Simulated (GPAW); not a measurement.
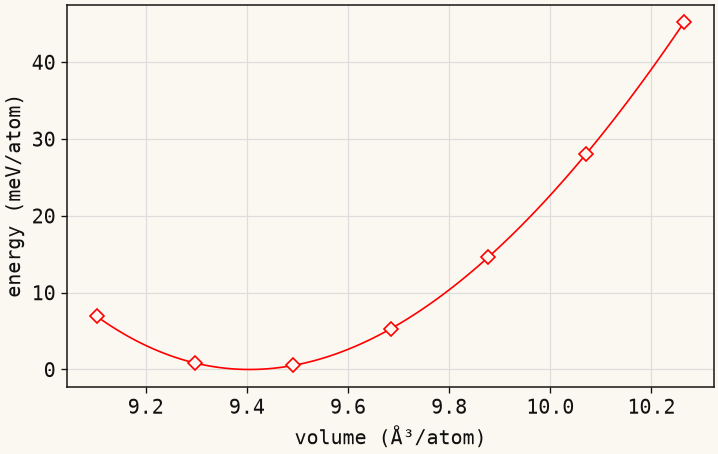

The plot gives the computed energy against volume for CoO, space group Fm-3m (No. 225).

The given structure:
```
Co O
1.0
     0.00000    2.13150    2.13150
     2.13150    0.00000    2.13150
     2.13150    2.13150    0.00000
Co O
1 1
Direct
  0.00000 0.00000 0.00000
  0.50000 0.50000 0.50000
```

Computed with GPAW 26.7.0: PAW DFT in plane waves, on a grid or in atomic orbitals, collinear spins; energies at scaled volumes of the given cell, shape and fractions fixed, counted from the fit's minimum, third-order Birch-Murnaghan fit. Level: r2SCAN, collinear spin.

```
         setting                                 value
          k mesh                              11×11×11
     occupations                           Fermi–Dirac
  smearing width                               0.05 eV
      potentials  GPAW PAW data sets (gpaw data 1.2.1)
     wave cutoff                                800 eV
program settings                              basis pw
```

Tabulate the plotted points.

```tsv
volume (Å³/atom)	energy (meV/atom)
9.10	6.92
9.30	0.85
9.49	0.52
9.68	5.28
9.88	14.65
10.07	28.09
10.27	45.24
```
